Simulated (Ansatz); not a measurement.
## Two runs on SnO₂

System: SnO₂ (P-3m1, 3 atoms in the cell).
Method of run 1: DFT PBE, scalar-relativistic, plane waves, PAW, no spin polarisation (Ansatz 0.2.0).

The structure was made by a generator, so it may or may not be a known phase. Text and figures count atoms from 1; the logs count them from 0 in places.

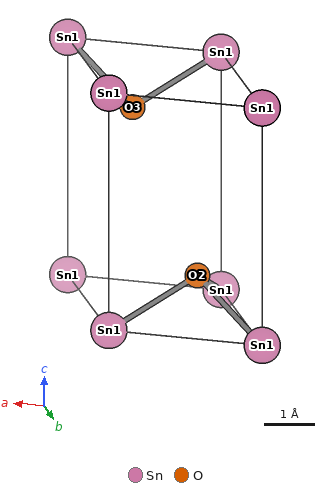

**Figure 1.** The input geometry (ball-and-stick view of the cell of the calculation, seen at an oblique angle; atoms are numbered from 1 in the order of the input). An atom can appear more than once, as a periodic image. Near neighbours in the periodic cell (some may lie outside the picture): Sn has 6 O at 2.12 Å; O has 3 Sn at 2.12 Å.

Input file, run 1:
```yaml
crystal:
  lattice:
    - [3.228133633, 0.0, 0.0]
    - [-1.6140668165, 2.7956457329, 0.0]
    - [0.0, 0.0, 5.1835328103]
  atoms:
    - { symbol: Sn, position: [0.0, 0.0, 0.0] }
    - { symbol: O, position: [0.3333333333, 0.6666666667, 0.1949583693] }
    - { symbol: O, position: [0.6666666667, 0.3333333333, 0.8050416307] }
basis:
  ecutwfc: 420
kpoints:
  mp_grid: { grid: [12, 12, 6] }
hamiltonian:
  xc: pbe
scf:
  occupations: { method: gaussian, width: 0.02 }
output:
  forces: true
  stress: true
  eigenvalues: true
  write_density: true
  write_potential: true
  elf: true
  volumetric_format: npy
relax:
  adjacent_minimum: "off"
  f_tol: 0.01
  max_steps: 80
  cell: { stress_tol: 0.05 }
```

Launched with:
```bash
ansatz run input.yaml --threads 1 --pin off --max-ram 2560MiB --backend cpu --events-out ev --progress --plain --runs-dir out
```

Hardware: 1 thread of Arm Neoverse V1, 24 GiB of memory available, shared host.

Output, shortened to warnings, some set-up lines, iterations and results (run 1):
```
Basis set: ecut = 420 eV, 941 PW (Γ), exchange–correlation on 48×48×72 points (8 copies of the dense FFT grid, shifted against one another)
Symmetry: 12 space group operations
k-points: 100 of 864
Initial density: superposition of atomic densities (neutral atoms: chi_scale 0, normalization atom), corrected by the library's trained network
[...]
SCF iter   1: F=—  HF=-7158.524727 eV  |F-HF|=—  |Δ(HF+E_count)|=         —  Δρ=1.72e-3  dr2=8.85e-4  ethr=1.77e-3  ⟨swp⟩=6.1  Hψ=9405  notcnv=0
SCF iter   2: F=—  HF=-7158.524363 eV  |F-HF|=—  |Δ(HF+E_count)|=   3.64e-4  Δρ=8.40e-4  dr2=1.09e-4  ethr=3.41e-6  ⟨swp⟩=2.0  Hψ=4191  notcnv=0
SCF iter   3: F=—  HF=-7158.524497 eV  |F-HF|=—  |Δ(HF+E_count)|=   1.34e-4  Δρ=3.41e-4  dr2=2.88e-5  ethr=4.19e-7  ⟨swp⟩=2.0  Hψ=3181  notcnv=0
SCF iter   4: F=—  HF=-7158.524490 eV  |F-HF|=—  |Δ(HF+E_count)|=   6.60e-6  Δρ=1.89e-4  dr2=1.04e-5  ethr=1.11e-7  ⟨swp⟩=2.0  Hψ=2565  notcnv=0
SCF iter   5: F=—  HF=-7158.524491 eV  |F-HF|=—  |Δ(HF+E_count)|=   1.27e-6  Δρ=3.00e-5  dr2=1.86e-7  ethr=4.01e-8  ⟨swp⟩=2.0  Hψ=2261  notcnv=0
[... 121 lines ...]
SCF iter   3: F=—  HF=-7158.527015 eV  |F-HF|=—  |Δ(HF+E_count)|=   1.04e-5  Δρ=7.24e-6  dr2=1.22e-8  ethr=8.43e-11  ⟨swp⟩=2.8  Hψ=2753  notcnv=0
SCF iter   4: F=—  HF=-7158.527015 eV  |F-HF|=—  |Δ(HF+E_count)|=   3.73e-7  Δρ=1.21e-6  dr2=2.49e-10  ethr=4.70e-11  ⟨swp⟩=2.0  Hψ=2411  notcnv=0
SCF iter   5: F=-7158.527015 eV  HF=-7158.527015 eV  |F-HF|=1.69e-10  |Δ(HF+E_count)|=   8.52e-9  Δρ=1.98e-7  dr2=1.25e-11  ethr=1.00e-12  ⟨swp⟩=5.4  Hψ=9450  notcnv=0
SCF 18 converged in 5 iterations: F = -7158.527015 eV  dr2 = 1.25e-11
relax step  18: F+E_penalty+E_count = -7158.52701511 eV  Δ(F+E_penalty+E_count) = -6.511e-4 eV  max|allowed force component| = 6.834e-4 eV/Å  Δτ_max = 0.0000 Å  P = +0.020 …
basis re-selected at this cell: Δ(F+E_penalty+E_count) = -6.511e-4 eV, ΔP = +0.003 GPa vs the last step (what re-selecting the basis moved, of the pressure what is left beyond the Pulay correction that the steps carried, after the strain that the cell walked since its last selection, with what the …
SCF converged after 5 iterations
Free energy (F): -7158.527015 eV
Harris-Foulkes:  -7158.527015 eV  (|F-HF|=1.69e-10)
Internal energy: -7158.527015 eV  (E = F + TS)
E sigma→0 (E₀):  -7158.527015 eV
Fermi energy:    5.373552 eV
--- Per-component energies (eV) ---
  E_band       = -178.245450
  E_kinetic    = 537.629463
  E_local      = -2548.517768  (includes V_loc(G=0)·N_el)
  E_nonlocal   = 66.360696
  E_hartree    = 1244.758316
  E_xc         = -526.993338
  E_vxc        = -281.137562  (∫ρ·V_xc dr)
  E_paw        = -4462.353236  (= ΣΔE_a)
  E_vpaw       = -442.101689  (= ΣTr[D̂ρ^β])
  E_aug_tail   = 0.004817  (compensation charges beyond the density's cutoff)
  E_ewald      = -1469.415964
  E_smearing   = -0.000000  (= −TS)
  E_closure    = -0.000000  (closes the sum)
  Σ components = -7158.527015   (vs F -7158.527015, Δ=0.00e0)
--- Forces (eV/Å), atoms counted from 1 ---
  atom   1  Sn     0.00000000    -0.00000000     0.00000000
  atom   2  O      0.00000000    -0.00000000    -0.00068340
  atom   3  O      0.00000000     0.00000000     0.00068340
  max |Σ_I F_I| component: 9.25e-18 eV/Å
--- Stress (GPa, compression-positive) ---
        0.018485       0.000000       0.000000
        0.000000       0.018485      -0.000000
        0.000000      -0.000000       0.022091
  P = ⅓ Tr σ = 0.0197 GPa (0.197 kbar)
--- Relaxed structure (12 steps of the walk, 12 accepted, 6 SCFs on fresh bases) ---
  F+E_penalty+E_count = -7158.52701511 eV   max|allowed force component| = 6.834e-4 eV/Å   (the final SCF, on the basis selected at the relaxed cell)
  cell:  # Å, volume = 49.5342 Å³
    - [3.227795624018291, -5.9818275564982585e-33, 5.5142901613781506e-33]
    - [-1.6138978120091454, 2.7953530086240845, 6.103521168993858e-18]
    - [8.54280155224923e-34, 1.1316813809780656e-17, 5.4898739544019906]
  atoms:
    - { symbol: Sn, position: [8.25913404233784e-34, 1.3544846154239342e-34, -1.9870464826895104e-19] }
    - { symbol: O, position: [0.3333333333333332, 0.6666666666666664, 0.1842883270475733] }
[...]
```

The input of run 2 differs as follows (lines with − go, lines with + come):
```diff
+  precision: f64
+  eigensolver: { kind: davidson }
+  mixing: { algorithm: anderson, beta: 0.2 }
-  write_density: true
-  write_potential: true
-  elf: true
-  volumetric_format: npy
```

Predict how the results change.

Both reach the same energy, so the change doesn't alter the result. The volume per atom goes from 16.51 to 16.45 Å³. The SCF takes 128 iterations over all geometry steps against 95.

Output, shortened to warnings, some set-up lines, iterations and results (run 2):
```
Basis set: ecut = 420 eV, 941 PW (Γ), exchange–correlation on 48×48×72 points (8 copies of the dense FFT grid, shifted against one another)
Symmetry: 12 space group operations
k-points: 100 of 864
Initial density: superposition of atomic densities (neutral atoms: chi_scale 0, normalization atom), corrected by the library's trained network
[...]
SCF iter   1: F=—  HF=-7158.523105 eV  |F-HF|=—  |Δ(HF+E_count)|=         —  Δρ=1.61e-3  dr2=7.29e-4  ethr=1.77e-3  ⟨swp⟩=11.8  Hψ=8155  notcnv=0
SCF iter   2: F=—  HF=-7158.524148 eV  |F-HF|=—  |Δ(HF+E_count)|=   1.04e-3  Δρ=1.27e-3  dr2=3.75e-4  ethr=2.80e-6  ⟨swp⟩=5.3  Hψ=6108  notcnv=0  defer=66  κ⁻¹=1.0e0(r=1)
SCF iter   3: F=—  HF=-7158.524438 eV  |F-HF|=—  |Δ(HF+E_count)|=   2.90e-4  Δρ=5.25e-4  dr2=4.14e-5  ethr=1.44e-6  ⟨swp⟩=3.5  Hψ=3888  notcnv=0  defer=44  κ⁻¹=5.4e-3(r=2)
SCF iter   4: F=—  HF=-7158.524467 eV  |F-HF|=—  |Δ(HF+E_count)|=   2.89e-5  Δρ=2.45e-4  dr2=1.16e-5  ethr=1.59e-7  ⟨swp⟩=3.1  Hψ=3291  notcnv=0  defer=40  κ⁻¹=8.5e-4(r=3)
SCF iter   5: F=—  HF=-7158.524491 eV  |F-HF|=—  |Δ(HF+E_count)|=   2.42e-5  Δρ=4.63e-5  dr2=4.20e-7  ethr=1.61e-9  ⟨swp⟩=3.6  Hψ=7413  notcnv=0  defer=16  κ⁻¹=1.3e-5(r=4)
[... 152 lines ...]
SCF iter   6: F=—  HF=-7158.527085 eV  |F-HF|=—  |Δ(HF+E_count)|=   9.68e-8  Δρ=9.10e-7  dr2=9.21e-11  ethr=2.24e-12  ⟨swp⟩=3.0  Hψ=3640  notcnv=0  κ⁻¹=7.9e-6(r=5)
SCF iter   7: F=—  HF=-7158.527085 eV  |F-HF|=—  |Δ(HF+E_count)|=   1.04e-8  Δρ=3.97e-7  dr2=4.36e-11  ethr=1.00e-12  ⟨swp⟩=3.0  Hψ=3599  notcnv=0  κ⁻¹=6.9e-7(r=6)
SCF iter   8: F=-7158.527085 eV  HF=-7158.527085 eV  |F-HF|=5.46e-11  |Δ(HF+E_count)|=  1.72e-10  Δρ=6.43e-8  dr2=5.65e-13  ethr=1.00e-12  ⟨swp⟩=2.6  Hψ=3093  notcnv=0
SCF 17 converged in 8 iterations: F = -7158.527085 eV  dr2 = 5.65e-13
relax step  17: F+E_penalty+E_count = -7158.52708536 eV  Δ(F+E_penalty+E_count) = -1.232e-3 eV  max|allowed force component| = 2.057e-5 eV/Å  Δτ_max = 0.0000 Å  P = +0.006 …
basis re-selected at this cell: Δ(F+E_penalty+E_count) = -1.232e-3 eV, ΔP = +0.006 GPa vs the last step (what re-selecting the basis moved, of the pressure what is left beyond the Pulay correction that the steps carried, after the strain that the cell walked since its last selection, with what the …
SCF converged after 8 iterations
Stability not checked: this state was not tested for a lower state beside it, because the mixer in use, unlike msr1, does not test its closes by its own steps (another_mixer; see scf.mixing.algorithm and scf.lower_state_search)
Free energy (F): -7158.527085 eV
Harris-Foulkes:  -7158.527085 eV  (|F-HF|=5.46e-11)
Internal energy: -7158.527085 eV  (E = F + TS)
E sigma→0 (E₀):  -7158.527085 eV
Fermi energy:    5.415855 eV
--- Per-component energies (eV) ---
  E_band       = -177.072532
  E_kinetic    = 537.622245
  E_local      = -2531.071837  (includes V_loc(G=0)·N_el)
  E_nonlocal   = 66.361659
  E_hartree    = 1236.622904
  E_xc         = -526.991409
  E_vxc        = -281.134893  (∫ρ·V_xc dr)
  E_paw        = -4462.352255  (= ΣΔE_a)
  E_vpaw       = -442.100338  (= ΣTr[D̂ρ^β])
  E_aug_tail   = 0.004816  (compensation charges beyond the density's cutoff)
  E_ewald      = -1478.723209
  E_smearing   = -0.000000  (= −TS)
  E_closure    = -0.000000  (closes the sum)
  Σ components = -7158.527085   (vs F -7158.527085, Δ=0.00e0)
--- Forces (eV/Å), atoms counted from 1 ---
  atom   1  Sn    -0.00000000    -0.00000000     0.00000000
  atom   2  O     -0.00000000     0.00000000     0.00002057
  atom   3  O      0.00000000    -0.00000000    -0.00002057
  max |Σ_I F_I| component: 1.85e-17 eV/Å
--- Stress (GPa, compression-positive) ---
       -0.010457       0.000000       0.000000
        0.000000      -0.010457      -0.000000
        0.000000      -0.000000       0.039648
  P = ⅓ Tr σ = 0.0062 GPa (0.062 kbar)
--- Relaxed structure (12 steps of the walk, 12 accepted, 5 SCFs on fresh bases) ---
  F+E_penalty+E_count = -7158.52708536 eV   max|allowed force component| = 2.057e-5 eV/Å   (the final SCF, on the basis selected at the relaxed cell)
  cell:  # Å, volume = 49.3595 Å³
    - [3.2281948635965634, 7.706840588565625e-33, 5.072140428751351e-33]
    - [-1.6140974317982817, 2.7956987602410646, 5.702909022599624e-18]
    - [8.62361183720295e-33, 1.0574020765380068e-17, 5.4691614258710075]
[...]
```

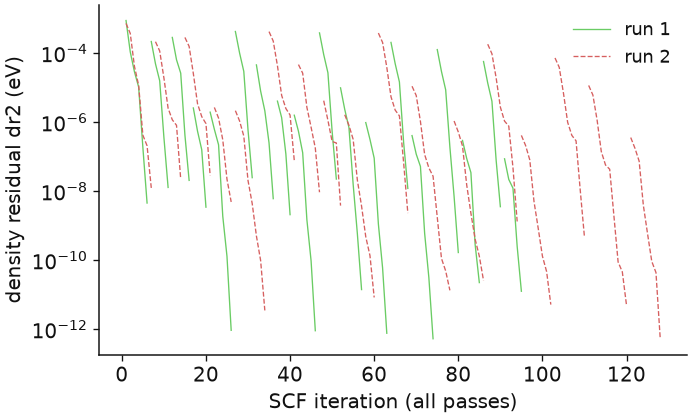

**Figure 2.** Convergence of the two runs: density residual dr2 against the SCF iteration. A break in a curve parts two SCF passes. Run 1 takes 95 iterations in all, and run 2 takes 128.

The two runs side by side:

```csv
quantity,run 1,run 2
outcome,converged,converged
free energy per atom (eV),−2386.1757,−2386.1757
gap on the mesh (eV),2.30,2.29
pressure (GPa),0.02,0.01
volume per atom (Å³),16.51,16.45
largest force (eV/Å),0.001,0.000
SCF iterations,95,128
irreducible k-points,100,100
wall time (shared host),89 s,1.7 min
```
